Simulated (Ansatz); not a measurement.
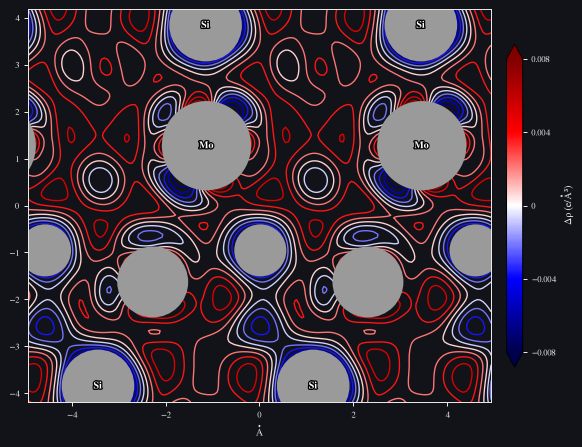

Si2Mo: difference of two self-consistent densities at the same geometry, ρ(r2SCAN) − ρ(PBE), on the (011) plane of the conventional cell. Grey discs cover the cores, where the PAW densities can't be compared. Cores are masked to 0.8 Å (Si) and 1.0 Å (Mo).

Space group P6_222. The cell comes from a database of computed structures, not from a measurement.

Both runs: Ansatz, scalar-relativistic, plane waves and PAW, same cutoff, k-points and PAW files (made with PBE).

How does the change of level move the electrons?

Answer. Against PBE, and outside the masked cores, the largest gain, 0.007 e/Å³, lies 1.5 Å from a silicon nucleus and 1.6 Å from a molybdenum one, and the largest loss lies at the edge of the masked core of Mo.
- Bader charges are Si −0.07 and Mo +0.14 e with PBE and Si −0.09 and Mo +0.19 e with r2SCAN.
- At this volume the pressure is 4 GPa with PBE and 0 GPa with r2SCAN.
- The gap on the mesh is 0.18 eV with PBE and 0.29 eV with r2SCAN.

Run times: 46 s (r2SCAN) and 48 s (base cell), on 2 threads of Intel(R) Xeon(R) 6975P-C (Granite Rapids), on a shared host.
